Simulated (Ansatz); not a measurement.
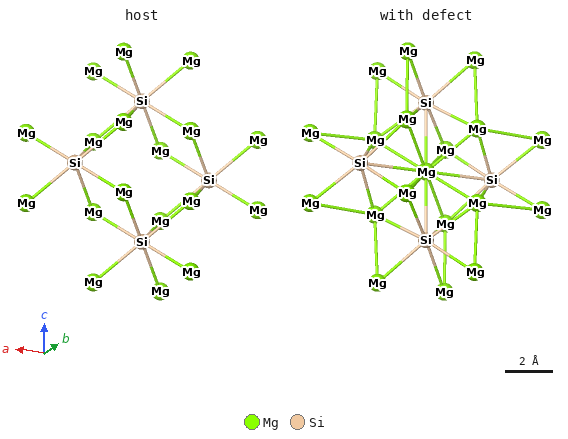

Left: perfect Mg2Si. Right: the same region with one point defect, after relaxing the atoms in a supercell of 96 sites. The picture is a ball-and-stick view of the atoms within 5.4 Å of one point, in a slice 5.0 Å thick across the line of sight, seen from a free direction.

Level of theory: DFT, PBEsol, PAW, plane waves in Ansatz. Set-up: plane-wave cutoff 420 eV; k-point mesh 1 × 1 × 1; mesh shifted by (0.25, 0.25, 0.25); no spin polarisation. Fermi-Dirac smearing of 0.01 eV. The axes drawn are those of the host's conventional cell.

Which defect is it?

An extra magnesium atom is put between the host's atoms (an interstitial).

The charge state of the cell is 0.

How does the lattice respond?

The Mg atom starts with 8 Mg at 2.74 Å, 6 Si at 3.16 to 3.17 Å around its place and ends with 8 Mg at 2.88 to 2.89 Å, 6 Si at 3.09 Å. Of the host's atoms, a magnesium atom moves furthest from its site, by 0.15 Å.
